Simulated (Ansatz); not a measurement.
## Run report: Al₂O₃, phonon calculation

System: Al₂O₃ (R-3c, 10 atoms in the cell).
Method: DFT LDA, scalar-relativistic, plane waves, PAW, no spin polarisation (Ansatz 0.2.0).

The structure derives from an entry of the Crystallography Open Database. It belongs to a series of runs on one base structure; here: zone-centre phonons and field response. Figures and captions count atoms from 1; the log counts them from 0 in places.

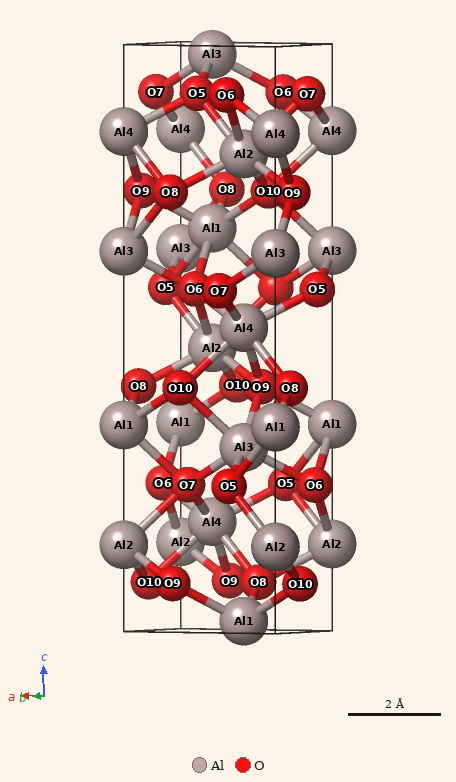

*The structure as given in the input (ball-and-stick view of the cell 3 times as large as that of the calculation, set on its symmetry axes, seen at an oblique angle; atoms are numbered from 1 in the order of the input). An atom can appear more than once, as a periodic image.*

Near neighbours in the periodic cell (some may lie outside the picture): Al has 6 O at 1.84 to 1.96 Å; O has 4 Al at 1.84 to 1.96 Å.

The input:
```yaml
crystal:
  lattice:
    - [2.3645822768, 1.365192214, 4.2971869095]
    - [-2.3645822768, 1.365192214, 4.2971869095]
    - [0.0, -2.7303844281, 4.2971869094]
  atoms:
    - { symbol: Al, position: [0.3520241665, 0.3520241665, 0.3520241665] }
    - { symbol: Al, position: [0.1479758335, 0.1479758335, 0.1479758335] }
    - { symbol: Al, position: [0.6479758335, 0.6479758335, 0.6479758335] }
    - { symbol: Al, position: [0.8520241665, 0.8520241665, 0.8520241665] }
    - { symbol: O, position: [0.5558602098, 0.9441397902, 0.25] }
    - { symbol: O, position: [0.25, 0.5558602098, 0.9441397902] }
    - { symbol: O, position: [0.9441397902, 0.25, 0.5558602098] }
    - { symbol: O, position: [0.4441397902, 0.0558602098, 0.75] }
    - { symbol: O, position: [0.75, 0.4441397902, 0.0558602098] }
    - { symbol: O, position: [0.0558602098, 0.75, 0.4441397902] }
basis:
  ecutwfc: 420
kpoints:
  mp_grid: { grid: [6, 6, 6] }
hamiltonian:
  xc: lda
scf:
  occupations: { method: fixed }
output:
  eigenvalues: true
phonons:
  method: dfpt
  dielectric: true
  rigid_motions: translations
  eigenvectors: true
```

Hardware: 2 threads of Intel Xeon @ 2.50GHz (Skylake/Cascade Lake), 192 GiB of memory available, shared host.

Launched with:
```bash
ansatz run input.yaml --threads 2 --pin off --max-ram 6144MiB --backend cpu --events-out ev --progress --plain --runs-dir out
```

Output:
```
Engine: ansatz 0.2.0, x86_64-unknown-linux-gnu
Pseudopotentials: kind: paw
Pseudopotential: Al, paw, valence charge 3, recommended cutoff 420 eV (normal), Al.paw.azcp
Pseudopotential: O, paw, valence charge 6, recommended cutoff 420 eV (normal), O.paw.azcp
Functional definition: SPW92
  exchange = slater_x
  correlation = pw_c
Crystal: 10 atoms, lattice volume = 83.231 Å³
Basis set: ecut = 420 eV, 1593 PW (Γ), exchange–correlation on 72×72×72 points (8 copies of the dense FFT grid, shifted against one another)
Bands: 34, of which v1, the nominal top of the filled ones, is band 24 counted from 1 (23 counted from 0)
Symmetry: 12 space group operations
k-points: 112 of 216 (irreducible under 1 space group operation, time reversal used)
Non-local potential: Al, projectors of the file, l = 0: 2, l = 1: 2, l = 2: 1
Non-local potential: O, projectors of the file, l = 0: 2, l = 1: 2, l = 2: 1
PAW form: soft (Blöchl's): semilocal exchange-correlation on the pseudo side does not see the compensation charge
PAW frozen core: Al, regenerated for the run's functional, and the local potential with it (the file was generated under x = pbe(κ = 0.804, μ = 0.2195149727645171), c = pbe(β = 0.06672455060314922))
PAW frozen core: O, regenerated for the run's functional, and the local potential with it (the file was generated under x = pbe(κ = 0.804, μ = 0.2195149727645171), c = pbe(β = 0.06672455060314922))
PAW one-centre angular grid: Al, 110 points (default); XC on 64 Gauss nodes
PAW one-centre angular grid: O, 110 points (default); XC on 64 Gauss nodes
Initial density: superposition of atomic densities (neutral atoms: chi_scale 0, normalization atom), corrected by the library's trained network
Initial wavefunctions: pseudopotential atomic-orbital guess
Functional: x = slater, c = lda
SCF iter   1: F=—  HF=-5399.923586 eV  |F-HF|=—  |Δ(HF+E_count)|=         —  Δρ=1.73e-2  dr2=2.14e-1  ethr=1.77e-3  ⟨swp⟩=5.2  Hψ=15462  notcnv=0  defer=835
preconditioner: auto → Resta (q_TF=auto, 2.489 Å⁻¹)  ε∞=3.6  [insulator: Δε(μ)=6.291 eV  Ē_g=17.490 eV  n_scr=20 (ndim 8)  ℏωp=28.2 eV  f_vac=0.000  ε∞_Penn≈3.6]
SCF iter   2: F=—  HF=-5399.858441 eV  |F-HF|=—  |Δ(HF+E_count)|=   6.51e-2  Δρ=3.97e-3  dr2=5.30e-3  ethr=4.45e-4  ⟨swp⟩=2.6  Hψ=7120  notcnv=0  defer=884
SCF iter   3: F=—  HF=-5399.856939 eV  |F-HF|=—  |Δ(HF+E_count)|=   1.50e-3  Δρ=1.95e-3  dr2=1.60e-3  ethr=1.10e-5  ⟨swp⟩=2.1  Hψ=3990  notcnv=0  defer=896
SCF iter   4: F=—  HF=-5399.856347 eV  |F-HF|=—  |Δ(HF+E_count)|=   5.92e-4  Δρ=1.31e-4  dr2=8.48e-6  ethr=3.34e-6  ⟨swp⟩=3.0  Hψ=5634  notcnv=0  defer=896
SCF iter   5: F=—  HF=-5399.856345 eV  |F-HF|=—  |Δ(HF+E_count)|=   1.60e-6  Δρ=1.46e-5  dr2=1.02e-7  ethr=1.77e-8  ⟨swp⟩=1.6  Hψ=4673  notcnv=0  defer=647
SCF iter   6: F=—  HF=-5399.856345 eV  |F-HF|=—  |Δ(HF+E_count)|=   1.32e-7  Δρ=2.33e-6  dr2=4.66e-9  ethr=2.13e-10  ⟨swp⟩=2.3  Hψ=5802  notcnv=0  defer=549
SCF iter   7: F=—  HF=-5399.856345 eV  |F-HF|=—  |Δ(HF+E_count)|=   1.27e-9  Δρ=4.92e-7  dr2=1.95e-10  ethr=9.71e-12  ⟨swp⟩=2.2  Hψ=5674  notcnv=0  defer=549
SCF iter   8: F=-5399.856345 eV  HF=-5399.856345 eV  |F-HF|=0.00e0  |Δ(HF+E_count)|=  6.37e-12  Δρ=6.35e-8  dr2=2.45e-12  ethr=1.00e-12  ⟨swp⟩=15.4  Hψ=26182  notcnv=0
SCF 1 converged in 8 iterations: F = -5399.856345 eV  dr2 = 2.45e-12
  greatest PAW one-centre occupation: 0.854 electrons in one spin orbital (limit 2), on the O atom at site 7 (counted from 0), in its partial waves of l = 0
```

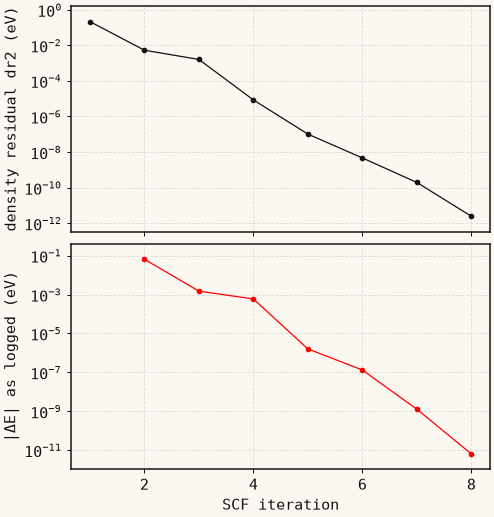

*Convergence of the self-consistent field: density residual dr2 and size of the energy change against the SCF iteration.*

The residual falls at every step.

```
NSCF: frozen V_eff on 6 k-points
DFPT response loops at Γ: preconditioner auto → none (the input reference at scf.mixing.eps_inf says where Resta's filter doesn't serve); β = 0.50; Broyden in place of MSR1
SCF converged after 8 iterations
Free energy (F): -5399.856345 eV
Harris-Foulkes:  -5399.856345 eV  (|F-HF|=0.00e0)
Internal energy: -5399.856345 eV  (E = F + TS)
E sigma→0 (E₀):  -5399.856345 eV
Fermi energy:    7.668376 eV
--- Per-component energies (eV) ---
  E_band       = 62.500711
  E_kinetic    = 1180.622464
  E_local      = -1959.286400  (includes V_loc(G=0)·N_el)
  E_nonlocal   = 339.398686
  E_hartree    = 718.894083
  E_xc         = -605.225796
  E_vxc        = -693.440707  (∫ρ·V_xc dr)
  E_paw        = -2661.152520  (= ΣΔE_a)
  E_vpaw       = -242.597047  (= ΣTr[D̂ρ^β])
  E_aug_tail   = 0.015531  (compensation charges beyond the density's cutoff)
  E_ewald      = -2413.926788
  E_core_change = 0.804395  (= ΣΔE_core)
  E_smearing   = -0.000000  (= −TS)
  E_closure    = -0.000000  (closes the sum)
  Σ components = -5399.856345   (vs F -5399.856345, Δ=0.00e0)
--- Band table (eV; the first three rows and the last of 112) ---
  k-point 0: bands = ["-11.5071", "-9.0006", "-8.6974", "-8.6974", "-8.3607", "-8.3607", "0.5843", "1.6005", "1.9536", "1.9536", "3.0919", "3.1515", "3.1515", "4.2168", "4.6657", "6.2126", "6.2126", "6.3261", "6.3261", "7.1434", "7.1434", "7.6262", "7.6262", "7.6684", "14.0997", "16.7843", "18.4789", "19.2349", "19.2349", "19.2524", "19.9526", "19.9526", "19.9681", "21.4242"]
  k-point 1: bands = ["-11.3559", "-9.0855", "-8.7866", "-8.7286", "-8.4343", "-8.3712", "0.7406", "1.3559", "1.7711", "2.5070", "2.5813", "3.1069", "4.0780", "4.7862", "4.9452", "5.7152", "6.0779", "6.2448", "6.4026", "6.7712", "6.9467", "7.3104", "7.5831", "7.6139", "14.7148", "17.2926", "18.0496", "18.7819", "18.9783", "19.0916", "20.1911", "20.1987", "20.4387", "20.6815"]
  k-point 2: bands = ["-10.9247", "-9.5892", "-8.7605", "-8.7311", "-8.5893", "-8.4409", "0.9176", "1.3659", "1.6643", "2.4215", "3.2007", "3.7224", "4.5544", "5.1546", "5.2927", "5.4587", "5.7725", "5.8615", "6.1747", "6.2754", "6.7845", "7.0976", "7.4267", "7.4720", "15.9943", "17.5195", "17.7747", "18.2730", "18.5475", "19.1032", "19.8953", "19.9239", "20.4309", "21.0582"]
  k-point 111: bands = ["-10.4485", "-10.4485", "-8.5523", "-8.5523", "-8.5523", "-8.5523", "1.9123", "1.9123", "3.0790", "3.0790", "3.0790", "3.0790", "3.5232", "3.5232", "5.3477", "5.3477", "5.5863", "5.5863", "5.5863", "5.5863", "7.2728", "7.2728", "7.2728", "7.2728", "16.4369", "16.4369", "18.6981", "18.6981", "20.2263", "20.2263", "20.3640", "20.3640", "20.3640", "20.3640"]
--- Phonons (Γ-DFPT): 5 representative perturbations + reference, on 112 of 216 k-points (Σ response iterations 20) ---
  k mesh reduced under 1 symmetry operation, with k and −k counted as one. Each operation leaves every solved perturbation unchanged. A smaller set is not considered because the run solves the response to a homogeneous field
  ASR residual: 1.116e-5 → 0.000e0 eV/Å²; symmetrization residual: 2.615e-6 eV/Å²
  ASR residual per site (eV/Å²): 4.22e-6 4.22e-6 4.22e-6 4.22e-6 1.12e-5 9.69e-6 9.69e-6 1.12e-5 9.69e-6 9.69e-6
  Γ frequencies (cm⁻¹): 0.00 0.00 0.00 309.31 372.94 372.94 387.79 387.79 395.30 417.60 433.71 433.71 437.65 437.65 444.83 444.83 525.76 574.21 574.21 575.76 575.76 585.65 602.01 630.73 630.73 641.24 690.03 749.01 749.01 749.64
  ε∞ (high-frequency dielectric tensor):
        3.246072     0.000000     0.000000
        0.000000     3.246072     0.000000
       -0.000000     0.000000     3.206375
  ε⁰ (static dielectric tensor: ions relaxed, cell fixed):
        9.371761    -0.000000    -0.000000
       -0.000000     9.371761    -0.000000
       -0.000000    -0.000000    11.305477
  ε⁰ − ε∞ (ionic part):
        6.125689    -0.000000    -0.000000
       -0.000000     6.125689    -0.000000
       -0.000000    -0.000000     8.099102
  softest optical mode at Γ: 309.31 cm⁻¹; the repairs (sum rule, projections) moved no ω² at Γ by more than (1.25 cm⁻¹)²
  Born effective charges Z* (e; rows j = field, columns β = displacement):
    site 0:
         2.96572   -0.02726   -0.00000
         0.02726    2.96572    0.00000
         0.00000    0.00000    2.93247
    site 1:
         2.96572    0.02726    0.00000
        -0.02726    2.96572    0.00000
        -0.00000    0.00000    2.93247
    site 2:
         2.96572   -0.02726   -0.00000
         0.02726    2.96572    0.00000
         0.00000    0.00000    2.93247
    site 3:
         2.96572    0.02726    0.00000
        -0.02726    2.96572    0.00000
        -0.00000    0.00000    2.93247
    site 4:
        -2.07676    0.00000   -0.00000
        -0.00000   -1.87753    0.26093
        -0.00000    0.35257   -1.95498
    site 5:
        -1.92734    0.08627   -0.22597
         0.08627   -2.02696   -0.13046
        -0.30533   -0.17628   -1.95498
    site 6:
        -1.92734   -0.08627    0.22597
        -0.08627   -2.02696   -0.13046
         0.30533   -0.17628   -1.95498
    site 7:
        -2.07676    0.00000    0.00000
        -0.00000   -1.87753    0.26093
        -0.00000    0.35257   -1.95498
    site 8:
        -1.92734    0.08627   -0.22597
         0.08627   -2.02696   -0.13046
        -0.30533   -0.17628   -1.95498
    site 9:
        -1.92734   -0.08627    0.22597
        -0.08627   -2.02696   -0.13046
         0.30533   -0.17628   -1.95498
  Z* charge neutrality: 1.876e-5 e pre-enforcement
  k-mesh period / interband length: 28.4 Å / 1.22 Å = 23.21 at k = (0.0000, 0.0000, 0.0000), direct gap 6.431 eV — 14 or more, which is no proof of convergence
  optical modes at Γ without the LO–TO term, one row a degenerate level:
      ω (cm⁻¹)  modes    IR ((D/Å)²/amu)
        309.31      1             0.0000
        372.94      2             0.0000
        387.79      2             3.3629
        395.30      1            37.5326
        417.60      1             0.0000
        433.71      2             0.0000
        437.65      2            36.7915
        444.83      2             0.0000
        525.76      1             0.0000
        574.21      2            79.6947
        575.76      2             0.0000
        585.65      1            26.0223
        602.01      1             0.0000
        630.73      2             8.7259
        641.24      1             0.0000
        690.03      1             0.0000
        749.01      2             0.0000
        749.64      1             0.0000
  optical modes at Γ + LO–TO along q̂ = [1.0000, 0.0000, 0.0000]:
      ω (cm⁻¹)  modes    IR ((D/Å)²/amu)
        309.31      1             0.0000
        372.94      2             0.0000
        387.79      1             1.6815
        390.36      1             0.0371
        395.30      1            37.5326
        417.60      1             0.0000
        433.71      2             0.0000
        437.65      1            18.3958
        444.83      2             0.0000
        476.47      1             0.8527
        525.76      1             0.0000
        574.21      1            39.8473
        575.76      2             0.0000
        585.65      1            26.0223
        602.01      1             0.0000
        625.17      1             0.1595
        630.73      1             4.3629
        641.24      1             0.0000
        690.03      1             0.0000
        749.01      2             0.0000
        749.64      1             0.0000
        898.17      1            63.2381
  optical modes at Γ + LO–TO along q̂ = [0.0000, 1.0000, 0.0000]:
      ω (cm⁻¹)  modes    IR ((D/Å)²/amu)
        309.31      1             0.0000
        372.94      2             0.0000
        387.79      1             1.6815
        390.36      1             0.0371
        395.30      1            37.5326
        417.60      1             0.0000
        433.71      2             0.0000
        437.65      1            18.3958
        444.83      2             0.0000
        476.47      1             0.8527
        525.76      1             0.0000
        574.21      1            39.8473
        575.76      2             0.0000
        585.65      1            26.0223
        602.01      1             0.0000
        625.17      1             0.1595
        630.73      1             4.3629
        641.24      1             0.0000
        690.03      1             0.0000
        749.01      2             0.0000
        749.64      1             0.0000
        898.17      1            63.2381
  optical modes at Γ + LO–TO along q̂ = [0.0000, 0.0000, 1.0000]:
      ω (cm⁻¹)  modes    IR ((D/Å)²/amu)
        309.31      1             0.0000
        372.94      2             0.0000
        387.79      2             3.3629
        417.60      1             0.0000
        433.71      2             0.0000
        437.65      2            36.7915
        444.83      2             0.0000
        499.38      1             2.1450
        525.76      1             0.0000
        574.21      2            79.6947
        575.76      2             0.0000
        602.01      1             0.0000
        630.73      2             8.7259
        641.24      1             0.0000
        690.03      1             0.0000
        749.01      2             0.0000
        749.64      1             0.0000
        870.53      1            61.4099
```

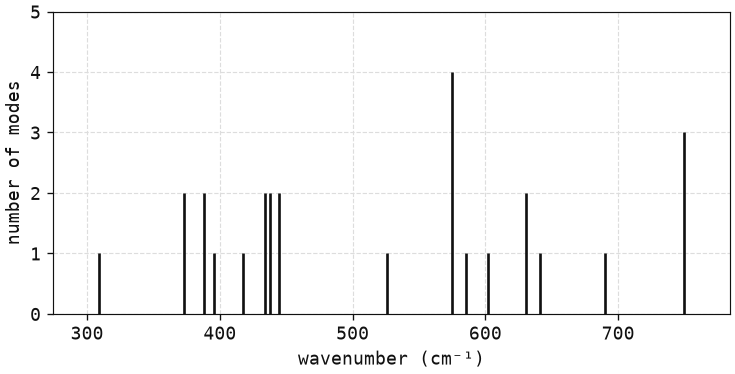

*Optical phonons at the zone centre (no LO–TO term); neighbouring modes closer than 3 cm⁻¹ are counted in one stick.*

27 modes from 309 to 750 cm⁻¹, none imaginary.

Summary:

- outcome: converged
- space group (tolerance 0.01 Å): R-3c (167)
- electrons treated: 48
- free energy: −5399.8563 eV
- Fermi energy: 7.668 eV
- gap on the k-point mesh: 6.43 eV
- ε∞ (xx, yy, zz): 3.25, 3.25, 3.21
- Born charges (mean of the diagonal): all 4 Al atoms (2.95 e); all 6 O atoms (−1.97 e)
- wall time: 3.5 min (CPU time 6.6 min)
- peak memory: 1.5 GiB
